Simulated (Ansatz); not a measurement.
Single-point calculation, with input and output: SiO$_{2}$

SiO$_{2}$ (P4₃2₁2, 12 atoms in the cell), computed with DFT LDA, scalar-relativistic, plane waves, PAW, no spin polarisation (Ansatz 0.2.0).

The structure derives from a Materials Project entry. It belongs to a series of runs on one base structure; here: band edges sought over the zone. Figures and captions count atoms from 1; the log counts them from 0 in places.

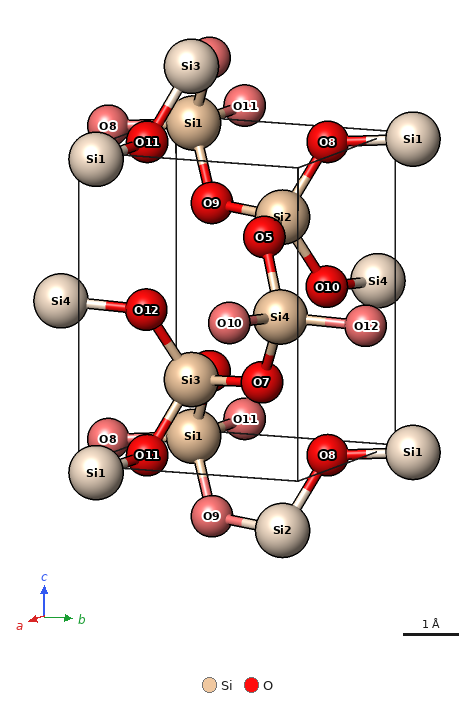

**Figure 1.** The structure (ball-and-stick view of the cell of the calculation, seen slightly off an axis; neighbours outside the cell are drawn fainter; atoms are numbered from 1 in the order of the input). An atom can appear more than once, as a periodic image.

Summary

| quantity | value |
| --- | --- |
| outcome | converged |
| space group (tolerance 0.01 Å) | P4₃2₁2 (96) |
| electrons treated | 64 |
| free energy | −6888.7769 eV |
| Fermi energy | 9.203 eV |
| gap on the k-point mesh | 5.99 eV |
| gap on the band path | 5.99 eV |
| pressure | 19.98 GPa |
| largest force (length of the vector) | under 0.001 eV/Å |
| hardware | 2 threads of Arm Neoverse V1, 24 GiB of memory available, shared host |
| wall time | 28 s (CPU time 55 s) |
| peak memory | 0.38 GiB |

The cell is under a pressure of 20.0 GPa at this level, so it is not at its equilibrium volume.

Input file
```yaml
crystal:
  lattice:
    - [4.3831531365, 0.0, 0.0]
    - [0.0, 4.3831531365, 0.0]
    - [0.0, 0.0, 5.8003184374]
  atoms:
    - { symbol: Si, position: [0.1437518688, 0.1437518688, 0.0] }
    - { symbol: Si, position: [0.3562481312, 0.6437518688, 0.75] }
    - { symbol: Si, position: [0.6437518688, 0.3562481312, 0.25] }
    - { symbol: Si, position: [0.8562481312, 0.8562481312, 0.5] }
    - { symbol: O, position: [0.7113088262, 0.7188025911, 0.7316443109] }
    - { symbol: O, position: [0.2886911738, 0.2811974089, 0.2316443109] }
    - { symbol: O, position: [0.7188025911, 0.7113088262, 0.2683556891] }
    - { symbol: O, position: [0.2188025911, 0.7886911738, 0.9816443109] }
    - { symbol: O, position: [0.2811974089, 0.2886911738, 0.7683556891] }
    - { symbol: O, position: [0.2113088262, 0.7811974089, 0.5183556891] }
    - { symbol: O, position: [0.7886911738, 0.2188025911, 0.0183556891] }
    - { symbol: O, position: [0.7811974089, 0.2113088262, 0.4816443109] }
basis:
  ecutwfc: 420
kpoints:
  mp_grid: { grid: [6, 6, 4] }
  band_path: { path: [VBM, CBM], npoints: 2 }
hamiltonian:
  xc: lda
scf:
  occupations: { method: gaussian, width: 0.02 }
output:
  forces: true
  stress: true
  eigenvalues: true
checkpoint:
  read: start.run
  write: ck
  compress: false
  write_wavefunctions: false
  write_every: 100000
```

Launch command:
```bash
ansatz run input.yaml --threads 2 --pin off --max-ram 5120MiB --backend cpu --events-out ev --progress --plain --runs-dir out
```

Log
```
Engine: ansatz 0.2.0, aarch64-unknown-linux-gnu
Pseudopotentials: kind: paw
Pseudopotential: Si, paw, valence charge 4, recommended cutoff 420 eV (normal), Si.paw.azcp
Pseudopotential: O, paw, valence charge 6, recommended cutoff 420 eV (normal), O.paw.azcp
Functional definition: SPW92
  exchange = slater_x
  correlation = pw_c
Crystal: 12 atoms, lattice volume = 111.436 Å³
Basis set: ecut = 420 eV, 2179 PW (Γ)
Bands: 44, of which v1, the nominal top of the filled ones, is band 32 counted from 1 (31 counted from 0)
Symmetry: 8 space group operations
Space group: P43212 (ITA 96), of the structure as read, at distance tolerance 4.8e-5 Å
k-points: 30 of 144 (time reversal used)
Non-local potential: Si, projectors of the file, l = 0: 2, l = 1: 2, l = 2: 2
Non-local potential: O, projectors of the file, l = 0: 2, l = 1: 2, l = 2: 1
PAW form: soft (Blöchl's): semilocal exchange-correlation on the pseudo side does not see the compensation charge
PAW frozen core: Si, regenerated for the run's functional, and the local potential with it (the file was generated under x = pbe(κ = 0.804, μ = 0.2195149727645171), c = pbe(β = 0.06672455060314922))
PAW frozen core: O, regenerated for the run's functional, and the local potential with it (the file was generated under x = pbe(κ = 0.804, μ = 0.2195149727645171), c = pbe(β = 0.06672455060314922))
PAW one-centre angular grid: Si, 110 points (default); XC on 64 Gauss nodes
PAW one-centre angular grid: O, 110 points (default); XC on 64 Gauss nodes
Initial density: read from a saved state, or passed on in memory by an earlier SCF of this step, an earlier step, the calling program or the single point that the run made first
Initial wavefunctions: pseudopotential atomic-orbital guess
Functional: x = slater, c = lda
iter 1 solved again at ethr=2.59e-7 eV; its pass at ethr=3.10e-3 eV (dr2=1.66e-4 eV) is discarded
SCF iter   1: F=—  HF=-6888.776885 eV  |F-HF|=—  |Δ(HF+E_count)|=         —  Δρ=1.69e-6  dr2=1.94e-9  ethr=2.59e-7  ⟨swp⟩=3.4  Hψ=10312  notcnv=0
eigensolver tolerance schedule: the retry pair's looser diagonalisation over-reported the residual by 85587.64 of it (diagonalisation noise at an unbounded share of the residual, at the tolerance the schedule requests for it); recorded, not acted on — ethr = c·dr2/N_el stays at c = 1.0e-1
preconditioner: auto → Resta (q_TF=auto, 2.487 Å⁻¹)  ε∞=3.6  [insulator: Δε(μ)=5.991 eV  Ē_g=17.474 eV  σ=0.020 eV  W_gap=1.00  n_scr=28 (ndim 8)  ℏωp=28.1 eV  f_vac=0.000  D(μ)=0.00/eV (n_scr^D=0)  ε∞_Penn≈3.6]
SCF iter   2: F=—  HF=-6888.776888 eV  |F-HF|=—  |Δ(HF+E_count)|=   2.53e-6  Δρ=1.29e-6  dr2=1.19e-9  ethr=3.03e-12  ⟨swp⟩=8.2  Hψ=5512  notcnv=0
SCF iter   3: F=-6888.776888 eV  HF=-6888.776888 eV  |F-HF|=2.12e-10  |Δ(HF+E_count)|=  3.07e-10  Δρ=6.03e-7  dr2=2.70e-10  ethr=1.85e-12  ⟨swp⟩=1.0  Hψ=3488  notcnv=0
SCF 1 converged in 3 iterations: F = -6888.776888 eV  dr2 = 2.70e-10
  greatest PAW one-centre occupation: 0.864 electrons in one spin orbital (limit 2), on the O atom at site 6 (counted from 0), in its partial waves of l = 0
NSCF: frozen V_eff on 40 k-points
NSCF: frozen V_eff on 40 k-points
NSCF: frozen V_eff on 6 k-points
NSCF: frozen V_eff on 5 k-points
NSCF: frozen V_eff on 5 k-points
NSCF: frozen V_eff on 5 k-points
NSCF: frozen V_eff on 5 k-points
NSCF: frozen V_eff on 5 k-points
NSCF: frozen V_eff on 3 k-points
SCF converged after 3 iterations
Free energy (F): -6888.776888 eV
Harris-Foulkes:  -6888.776888 eV  (|F-HF|=2.12e-10)
Internal energy: -6888.776888 eV  (E = F + TS)
E sigma→0 (E₀):  -6888.776888 eV
Fermi energy:    9.202538 eV
--- Per-component energies (eV) ---
  E_band       = -73.074060
  E_kinetic    = 1623.222706
  E_local      = -3003.520740  (includes V_loc(G=0)·N_el)
  E_nonlocal   = 507.194647
  E_hartree    = 1035.457291
  E_xc         = -812.603431
  E_vxc        = -951.881288  (∫ρ·V_xc dr)
  E_paw        = -3133.188728  (= ΣΔE_a)
  E_vpaw       = -319.023859  (= ΣTr[D̂ρ^β])
  E_aug_tail   = 0.020865  (compensation charges beyond the density's cutoff)
  E_ewald      = -3106.472193
  E_core_change = 1.112695  (= ΣΔE_core)
  E_smearing   = -0.000000  (= −TS)
  E_closure    = 0.000000  (closes the sum)
  Σ components = -6888.776888   (vs F -6888.776888, Δ=0.00e0)
--- Forces (eV/Å), atoms counted from 1 ---
  atom   1  Si    -0.00033929    -0.00033929     0.00000000
  atom   2  Si     0.00033929    -0.00033929     0.00000000
  atom   3  Si    -0.00033929     0.00033929    -0.00000000
  atom   4  Si     0.00033929     0.00033929    -0.00000000
  atom   5  O      0.00000131     0.00009038     0.00023607
  atom   6  O     -0.00000131    -0.00009038     0.00023607
  atom   7  O      0.00009038     0.00000131    -0.00023607
  atom   8  O      0.00009038    -0.00000131     0.00023607
  atom   9  O     -0.00009038    -0.00000131    -0.00023607
  atom  10  O      0.00000131    -0.00009038    -0.00023607
  atom  11  O     -0.00000131     0.00009038    -0.00023607
  atom  12  O     -0.00009038     0.00000131     0.00023607
  max |Σ_I F_I| component: 2.60e-18 eV/Å
--- Stress (GPa, compression-positive) ---
       19.989805       0.000000       0.000000
        0.000000      19.989805       0.000000
        0.000000       0.000000      19.974894
  P = ⅓ Tr σ = 19.9848 GPa (199.848 kbar)
--- Band table (eV; the first three rows and the last of 30) ---
  k-point 0: bands = ["-14.3571", "-12.7776", "-12.7776", "-11.4628", "-11.4628", "-11.4519", "-11.2942", "-11.0062", "-3.1643", "-0.9795", "-0.9795", "-0.7061", "0.0381", "0.0381", "0.8885", "0.9099", "1.7298", "2.0790", "2.0790", "2.9303", "3.5807", "3.9782", "3.9782", "4.2064", "4.3070", "4.4160", "4.6786", "4.6786", "5.1252", "5.1426", "5.1426", "6.2071", "12.1980", "14.2819", "14.6949", "14.6949", "15.5882", "16.1509", "16.1509", "18.3955", "18.5475", "18.5475", "18.5639", "18.9359"]
  k-point 1: bands = ["-14.2306", "-13.3520", "-12.2629", "-11.5644", "-11.5025", "-11.3395", "-11.3122", "-11.0339", "-2.9680", "-1.7103", "-0.6427", "-0.5361", "-0.1273", "0.4903", "0.5507", "0.9828", "2.0535", "2.1803", "2.2590", "2.7689", "3.5715", "3.6880", "3.8707", "4.3284", "4.4054", "4.4678", "4.6107", "4.6927", "4.8061", "5.0052", "5.1440", "6.0213", "12.6658", "14.0353", "14.3631", "15.6284", "15.7874", "16.0284", "16.6504", "18.2145", "18.2792", "18.4138", "18.6919", "18.8741"]
  k-point 2: bands = ["-13.8731", "-13.8731", "-11.8543", "-11.8543", "-11.4372", "-11.4372", "-11.1384", "-11.1384", "-2.4373", "-2.4373", "-0.5109", "-0.5109", "0.0827", "0.0827", "0.9120", "0.9120", "2.3302", "2.3302", "2.5922", "2.5922", "3.6449", "3.6449", "3.8207", "3.8207", "4.1080", "4.1080", "4.8328", "4.8328", "4.8976", "4.8976", "5.4971", "5.4971", "13.4694", "13.4694", "14.8188", "14.8188", "16.7053", "16.7053", "17.2090", "17.2090", "18.5456", "18.5456", "18.8354", "18.8354"]
  k-point 29: bands = ["-12.6521", "-12.6521", "-12.6521", "-12.6521", "-11.7100", "-11.7100", "-11.7100", "-11.7100", "-1.3741", "-1.3741", "-1.3741", "-1.3741", "1.0497", "1.0497", "1.0497", "1.0497", "2.0514", "2.0514", "2.0514", "2.0514", "3.4420", "3.4420", "3.4420", "3.4420", "4.5590", "4.5590", "4.5590", "4.5590", "5.5782", "5.5782", "5.5782", "5.5782", "14.6850", "14.6850", "14.6850", "14.6850", "16.1041", "16.1041", "16.1041", "16.1041", "17.9552", "17.9552", "17.9552", "17.9552"]
```

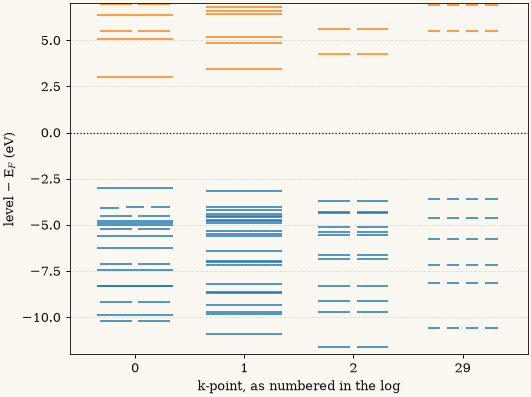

**Figure 2.** Kohn–Sham levels near the Fermi level (dotted) at the few k-points that the log prints; levels within 0.02 eV of each other stand side by side. Among these points the highest filled and lowest empty levels are 5.99 eV apart, which is the gap on the mesh.
